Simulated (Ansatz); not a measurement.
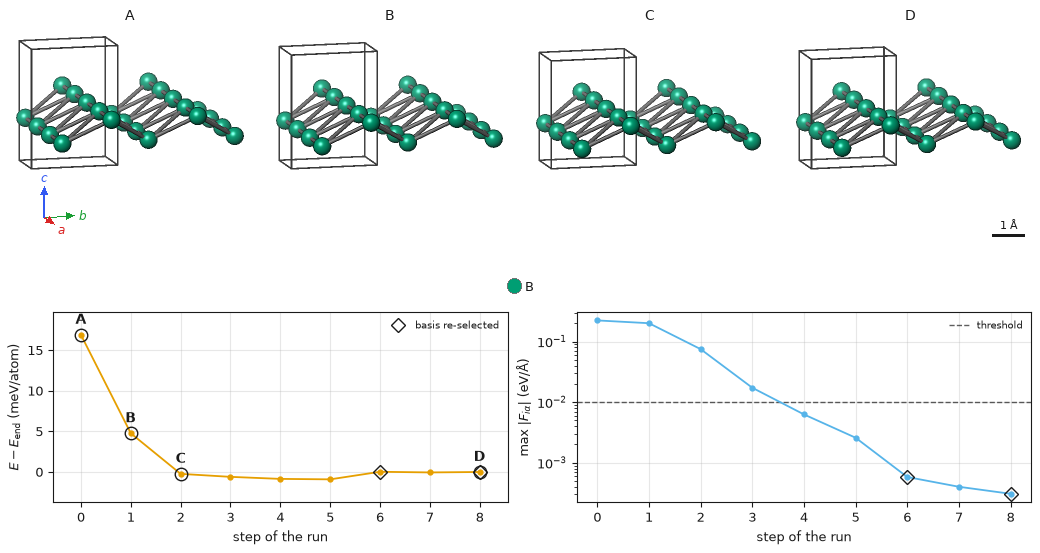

Frames of a relaxation of solid B (a generated structure, set up in Pmmn), marked on the history of the run. A ball-and-stick model of the cell of the calculation, repeated 4 × 2 × 1 with one cell outlined, seen slightly off an axis.

The run lets cell and atoms move.

Level of theory: Kohn-Sham DFT of a periodic cell, LDA, Ansatz PAW in Ansatz.

Input
```yaml
crystal:
  lattice:
    - [1.62456, 0.0, 0.0]
    - [0.0, 2.86615, 0.0]
    - [0.0, 0.0, 3.9144]
  atoms:
    - { symbol: B, position: [0.0, 0.5, 0.60926] }
    - { symbol: B, position: [0.5, 0.0, 0.39074] }
hamiltonian:
  xc: lda
  pseudopotentials: { kind: paw }
kpoints:
  mp_grid: { grid: [16, 9, 7] }
scf:
  occupations: { method: fermi_dirac, width: 0.05 }
output:
  forces: true
  stress: true
  eigenvalues: true
relax:
  f_tol: 0.01
  max_steps: 40
  cell: { stress_tol: 0.05 }
```

Command:
```bash
ansatz run input.yaml --threads 2 --pin off --max-ram 5632MiB --backend cpu --events-out ev --progress --plain --runs-dir out
```

Q: Describe the path.

A: Over 6 accepted moves (8 points after the start) the energy falls by 16.9 meV per atom. Largest force component: 0.22 eV/Å at the start, 0.00031 eV/Å at the end. Pressure: −6.15 GPa at the start and −0.01 GPa at the end. At 2 points the geometry stayed and the basis and grid were re-selected for the new cell (energy shift of 0.9 meV per atom at most each time). The largest moves relative to the cell, 0.015 Å, are those of B atoms. The drawn cell changes as follows: a 1.625 → 1.617 Å (−0.4 %), b 2.866 → 2.823 Å (−1.5 %), c 3.914 → 3.586 Å (−8.4 %); the volume changes by −10.2 %. Some distances before and after: B–B 1.856 → 1.819 Å, B–B 1.625 → 1.617 Å. The space group stays Pmmn (No. 59). From step 0 to 1: B atoms move most (0.02 Å), volume −5.7 %, energy −12.1 meV per atom. From step 1 to 2: volume −6.0 %, energy −5.0 meV per atom. From step 2 to 8: volume +1.4 %, energy +0.2 meV per atom.

| step | E − E(0), meV/atom | largest force component, eV/Å | pressure, GPa | volume, Å³/atom | note |
| --- | --- | --- | --- | --- | --- |
| 0 | 0.00 | 0.2234 | -6.15 | 9.113 |  |
| 1 | -12.13 | 0.2009 | -3.45 | 8.590 |  |
| 2 | -17.13 | 0.0750 | -0.03 | 8.071 |  |
| 3 | -17.50 | 0.0173 | 0.85 | 8.235 |  |
| 4 | -17.75 | 0.0063 | -0.12 | 8.233 |  |
| 5 | -17.80 | 0.0026 | -0.01 | 8.215 |  |
| 6 | -16.87 | 0.0006 | -0.16 | 8.215 | same geometry, new basis |
| 7 | -16.95 | 0.0004 | 0.00 | 8.186 |  |
| 8 | -16.90 | 0.0003 | -0.01 | 8.186 | same geometry, new basis |
